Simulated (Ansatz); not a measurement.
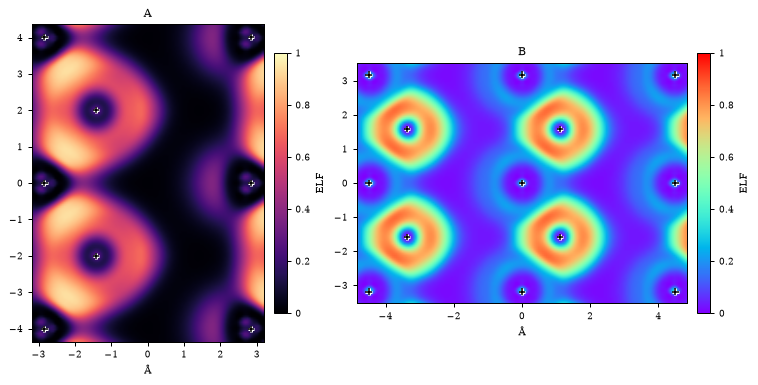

The ELF of 2 systems, each on a plane through atoms (crosses mark nuclei in the plane).

All numbers below come from DFT PBE0, scalar-relativistic, plane waves, PAW (Ansatz 0.2.0).

System 1: AlAs, the (101) plane of the conventional cell. Space group F-43m; a generated structure, not necessarily the stable one.

```
Al As
1.0
     5.67460    0.00000    0.00000
     0.00000    0.00000   -5.67460
     0.00000    5.67460    0.00000
Al As
4 4
Direct
  0.50000 0.50000 0.00000
  0.00000 0.50000 0.50000
  0.00000 0.00000 0.00000
  0.50000 0.00000 0.50000
  0.25000 0.75000 0.25000
  0.75000 0.75000 0.75000
  0.75000 0.25000 0.25000
  0.25000 0.25000 0.75000
```

System 2: GaN, the (101) plane of the conventional cell. Space group F-43m; a generated structure, not necessarily the stable one.

```
Ga N
1.0
     4.49823    0.00000    0.00000
     0.00000    0.00000   -4.49823
     0.00000    4.49823    0.00000
Ga N
4 4
Direct
  0.50000 0.50000 0.00000
  0.00000 0.50000 0.50000
  0.00000 0.00000 0.00000
  0.50000 0.00000 0.50000
  0.25000 0.75000 0.25000
  0.75000 0.75000 0.75000
  0.75000 0.25000 0.25000
  0.25000 0.25000 0.75000
```

### Which map belongs to which system?

Panel A is system 1, AlAs: the plane holds Al and As. Al–As (2.46 Å): the ELF peaks at about 0.95 between the atoms; a shared electron pair. Panel B is system 2, GaN: the plane holds Ga and N. Ga–N (1.95 Å): the ELF peaks at about 0.85 in the valence shell of N, 0.7 Å from its nucleus, and is about 0.50 at the midpoint.
